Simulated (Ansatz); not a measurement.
Ti3Si

```cif
data_structure
_symmetry_space_group_name_H-M 'P 1'
_symmetry_Int_Tables_number 1
_cell_length_a 6.2887
_cell_length_b 6.2887
_cell_length_c 6.2887
_cell_angle_alpha 90.000
_cell_angle_beta 90.000
_cell_angle_gamma 90.000
_cell_volume 248.71
loop_
_atom_site_label
_atom_site_type_symbol
_atom_site_fract_x
_atom_site_fract_y
_atom_site_fract_z
_atom_site_occupancy
Ti1 Ti 0.00000 0.00000 0.00000 1
Ti2 Ti 0.50000 0.50000 0.00000 1
Ti3 Ti 0.50000 0.00000 0.50000 1
Ti4 Ti 0.00000 0.50000 0.50000 1
Ti5 Ti 0.25000 0.25000 0.25000 1
Ti6 Ti 0.75000 0.75000 0.25000 1
Ti7 Ti 0.75000 0.25000 0.75000 1
Ti8 Ti 0.25000 0.75000 0.75000 1
Ti9 Ti 0.75000 0.25000 0.25000 1
Ti10 Ti 0.25000 0.75000 0.25000 1
Ti11 Ti 0.25000 0.25000 0.75000 1
Ti12 Ti 0.75000 0.75000 0.75000 1
Si1 Si 0.50000 0.00000 0.00000 1
Si2 Si 0.00000 0.50000 0.00000 1
Si3 Si 0.00000 0.00000 0.50000 1
Si4 Si 0.50000 0.50000 0.50000 1
```

Space group Fm-3m; a structure from a database of computed crystals, not necessarily the ambient phase; computed pressure about −5 GPa in this cell.

Computed with Kohn-Sham DFT of a periodic cell, PBEsol, Ansatz PAW in Ansatz 0.2.0.

Core electrons are frozen (PAW), and the valence fields are smoothed inside the atomic spheres.

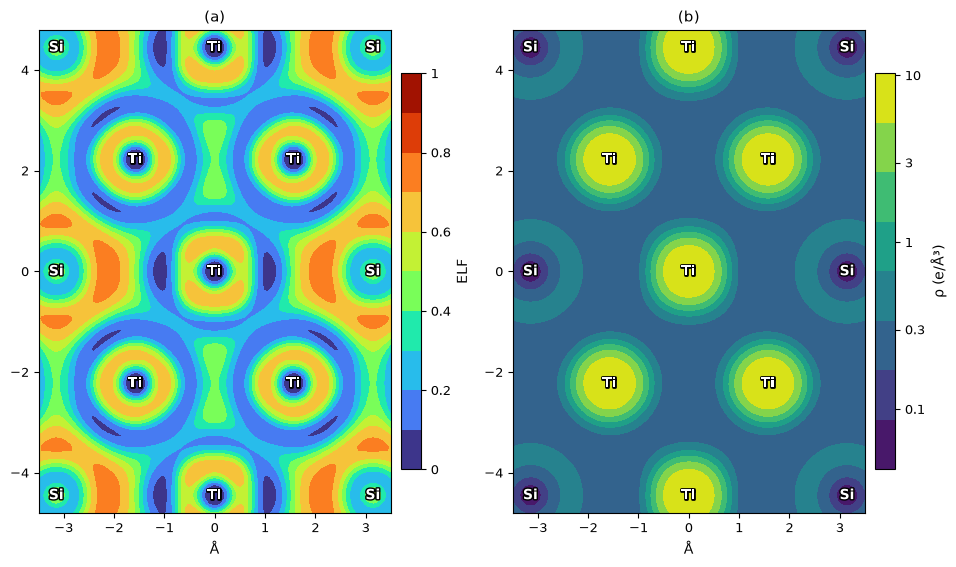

Figure 1. (a) electron localisation function; (b) valence electron density on the (011) plane of the conventional cell.

Interpret the plot.

The plane passes through Ti and Si nuclei.
Ti–Ti (2.72 Å): the density is about 0.23 e/Å³ at the midpoint; the ELF is about 0.20 at the midpoint (no shared electron pair shows on this line).
Ti–Si (2.72 Å): ρ at the midpoint is about 0.25 e/Å³; the ELF peaks at about 0.70 in the valence shell of Si, 1.0 Å from its nucleus, and is about 0.30 at the midpoint.
Ti–Si (3.14 Å): ρ is about 0.2 e/Å³ halfway; the ELF peaks at about 0.75 in the valence shell of Si, 1.0 Å from its nucleus, and is about 0.45 at the midpoint.
Between the atoms the lowest density in this plane is 0.18 e/Å³.
The features right at Ti lie inside the PAW spheres, where the map follows smoothed inner orbitals and isn't to be read closely.

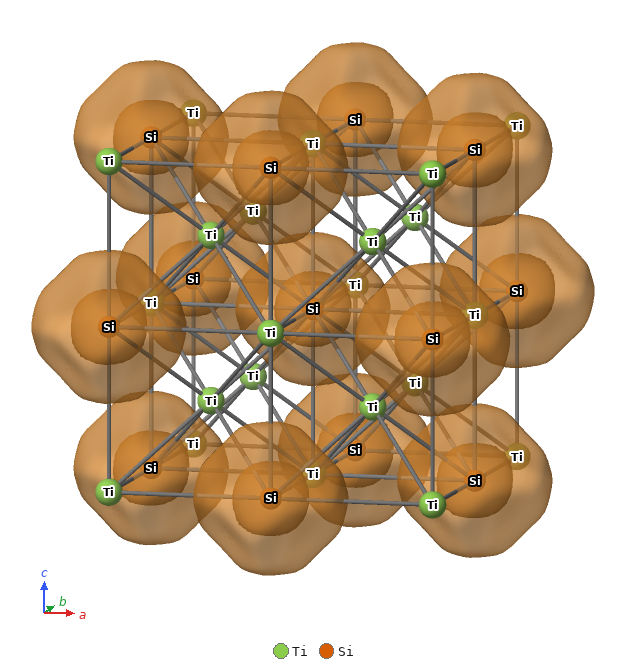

Figure 2. Isosurface of the ELF at 0.6 (orange), seen slightly off an axis. Core shells and regions of very low density are left out. Sticks mark near contacts.

What do the ELF domains correspond to?

At this value the surface marks out four regions wrapped around Si (the valence shell of each), counted in one cell of 16 atoms. Regions shared between cells count once.

Does the calculation give a band gap?

It is gapless in this calculation (a metal or semimetal).
